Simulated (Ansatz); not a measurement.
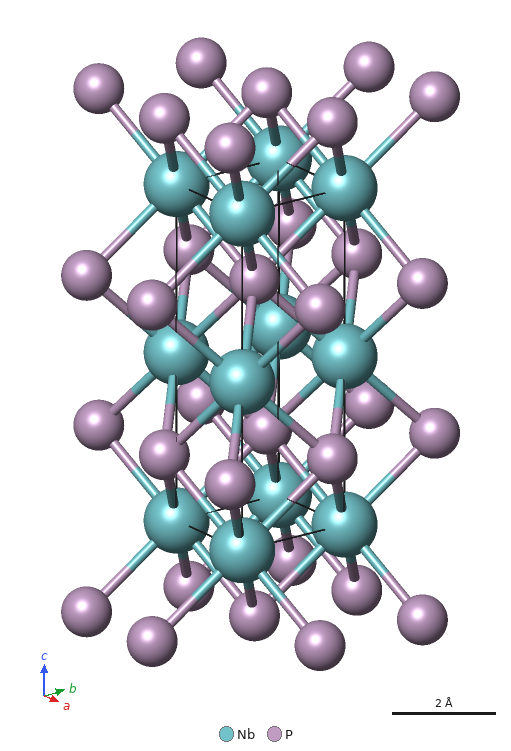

This ball-and-stick model is shown slightly off an axis. The parallelepiped is the conventional unit cell. The first bonded neighbours in the surrounding cells are also shown. Cell: a = 3.32 Å, b = 3.32 Å, c = 6.72 Å, α = 90.00°, β = 90.00°, γ = 120.00°.

Starting structure: a structure type filled with these elements by a generator (whether the compound takes this form wasn't checked). Earlier steps of the study, as a rule a relaxation of our own, may have changed the cell and positions, so they can lie some per cent off the listed ones. Ansatz was used for an electronic-structure calculation on it.

What is this?

Answer. The formula is NbP. It belongs to space group P6_3/mmc (No. 194) and has a primitive hexagonal lattice. It belongs to the family called nickel arsenide (NiAs) type. The cell holds 4 atoms (2 Nb, 2 P), Z = 2. Each Nb has six P in a distorted octahedral arrangement at about 2.5 Å. The P atoms are each bonded to six Nb in a trigonal prismatic arrangement at about 2.5 Å. Not all metal-metal contacts are counted. The bonds build a three-dimensional framework.

Theory: Ansatz 0.2.0, DFT PBE, scalar-relativistic, plane waves, PAW. Numerical settings: 420 eV cutoff, k-point mesh 10×10×8, Gaussian smearing of 0.05 eV, no spin polarisation.

Predict the gap.

Answer. A metal: bands cross the Fermi level.

How are the electrons shared out in a Bader analysis?

Answer. Nb +1.20 e; P -1.20 e.

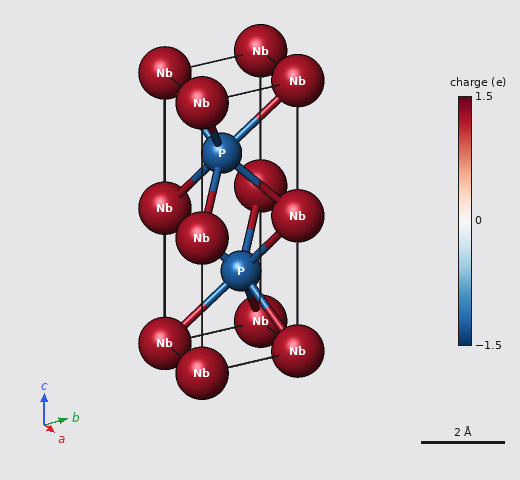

The atoms coloured by those charges. The run's cell of 4 atoms is drawn.

Does this geometry sit at a stationary point of the energy?

Answer. Yes. All forces vanish to within 0.01 eV/Å. The pressure is 0.0 GPa, close to zero.
